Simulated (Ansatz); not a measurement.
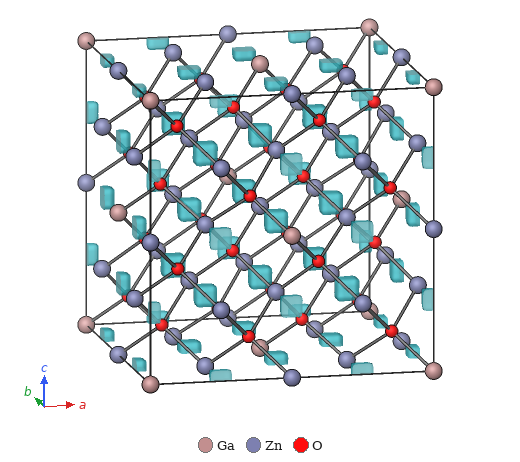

The teal surface encloses the points that the centre of a probe sphere of radius 0.75 Å can occupy in Zn7GaO8 (F-43m), computed on a grid of about 0.15 Å (1×1×1 cells shown, view slightly off an axis; pale faces close the region where the box cuts it).

Atoms are hard spheres with covalent radii (Cordero): Ga 1.22 Å, Zn 1.22 Å, O 0.66 Å.

The cell is taken from the end point of a relaxation in a fixed cell with DFT PBE, scalar-relativistic, plane waves, PAW in Ansatz.

```yaml
crystal:
  lattice:
    - [9.23598, 0.00000, 0.00000]
    - [0.00000, 9.23598, 0.00000]
    - [0.00000, 0.00000, 9.23598]
  atoms:
    - { symbol: Ga, position: [0.50000, 0.00000, 0.50000] }
    - { symbol: Zn, position: [0.25000, 0.75000, 0.50086] }
    - { symbol: Zn, position: [0.49914, 0.75000, 0.75000] }
    - { symbol: Zn, position: [0.25000, 0.50086, 0.75000] }
    - { symbol: Zn, position: [0.25000, 0.99914, 0.75000] }
    - { symbol: Zn, position: [0.00086, 0.75000, 0.75000] }
    - { symbol: Zn, position: [0.25000, 0.75000, 0.99914] }
    - { symbol: Zn, position: [0.50000, 0.00000, 0.00000] }
    - { symbol: O, position: [0.37920, 0.62080, 0.12080] }
    - { symbol: O, position: [0.62497, 0.87503, 0.12497] }
    - { symbol: O, position: [0.37503, 0.87503, 0.87503] }
    - { symbol: O, position: [0.12497, 0.62497, 0.87503] }
    - { symbol: O, position: [0.62080, 0.62080, 0.87920] }
    - { symbol: O, position: [0.87920, 0.87920, 0.87920] }
    - { symbol: O, position: [0.62080, 0.87920, 0.62080] }
    - { symbol: O, position: [0.37503, 0.62497, 0.62497] }
    - { symbol: Ga, position: [0.50000, 0.50000, 0.00000] }
    - { symbol: Zn, position: [0.25000, 0.25000, 0.00086] }
    - { symbol: Zn, position: [0.49914, 0.25000, 0.25000] }
    - { symbol: Zn, position: [0.25000, 0.00086, 0.25000] }
    - { symbol: Zn, position: [0.25000, 0.49914, 0.25000] }
    - { symbol: Zn, position: [0.00086, 0.25000, 0.25000] }
    - { symbol: Zn, position: [0.25000, 0.25000, 0.49914] }
    - { symbol: Zn, position: [0.50000, 0.50000, 0.50000] }
    - { symbol: O, position: [0.37920, 0.12080, 0.62080] }
    - { symbol: O, position: [0.62497, 0.37503, 0.62497] }
    - { symbol: O, position: [0.37503, 0.37503, 0.37503] }
    - { symbol: O, position: [0.12497, 0.12497, 0.37503] }
    - { symbol: O, position: [0.62080, 0.12080, 0.37920] }
    - { symbol: O, position: [0.87920, 0.37920, 0.37920] }
    - { symbol: O, position: [0.62080, 0.37920, 0.12080] }
    - { symbol: O, position: [0.37503, 0.12497, 0.12497] }
    - { symbol: Ga, position: [0.00000, 0.00000, 0.00000] }
    - { symbol: Zn, position: [0.75000, 0.75000, 0.00086] }
    - { symbol: Zn, position: [0.99914, 0.75000, 0.25000] }
    - { symbol: Zn, position: [0.75000, 0.50086, 0.25000] }
    - { symbol: Zn, position: [0.75000, 0.99914, 0.25000] }
    - { symbol: Zn, position: [0.50086, 0.75000, 0.25000] }
    - { symbol: Zn, position: [0.75000, 0.75000, 0.49914] }
    - { symbol: Zn, position: [0.00000, 0.00000, 0.50000] }
    - { symbol: O, position: [0.87920, 0.62080, 0.62080] }
    - { symbol: O, position: [0.12497, 0.87503, 0.62497] }
    - { symbol: O, position: [0.87503, 0.87503, 0.37503] }
    - { symbol: O, position: [0.62497, 0.62497, 0.37503] }
    - { symbol: O, position: [0.12080, 0.62080, 0.37920] }
    - { symbol: O, position: [0.37920, 0.87920, 0.37920] }
    - { symbol: O, position: [0.12080, 0.87920, 0.12080] }
    - { symbol: O, position: [0.87503, 0.62497, 0.12497] }
    - { symbol: Ga, position: [0.00000, 0.50000, 0.50000] }
    - { symbol: Zn, position: [0.75000, 0.25000, 0.50086] }
    - { symbol: Zn, position: [0.99914, 0.25000, 0.75000] }
    - { symbol: Zn, position: [0.75000, 0.00086, 0.75000] }
    - { symbol: Zn, position: [0.75000, 0.49914, 0.75000] }
    - { symbol: Zn, position: [0.50086, 0.25000, 0.75000] }
    - { symbol: Zn, position: [0.75000, 0.25000, 0.99914] }
    - { symbol: Zn, position: [0.00000, 0.50000, 0.00000] }
    - { symbol: O, position: [0.87920, 0.12080, 0.12080] }
    - { symbol: O, position: [0.12497, 0.37503, 0.12497] }
    - { symbol: O, position: [0.87503, 0.37503, 0.87503] }
    - { symbol: O, position: [0.62497, 0.12497, 0.87503] }
    - { symbol: O, position: [0.12080, 0.12080, 0.87920] }
    - { symbol: O, position: [0.37920, 0.37920, 0.87920] }
    - { symbol: O, position: [0.12080, 0.37920, 0.62080] }
    - { symbol: O, position: [0.87503, 0.12497, 0.62497] }
```

Describe the connectivity of the accessible space.

They are isolated pockets that do not connect across cells.

What share of the cell can the probe's centre reach?

About 1.6 % of the volume (12 Å³ of 787.9 Å³).

Give the largest included and the largest free sphere.

The largest sphere that fits anywhere has a diameter of 2.19 Å; the largest that can travel through the crystal, about 1.3 Å.

How does the connectivity change as the probe shrinks?

Below a radius of about 0.67 Å the space forms a three-dimensional network. These are grid estimates, good to about 0.05 Å.
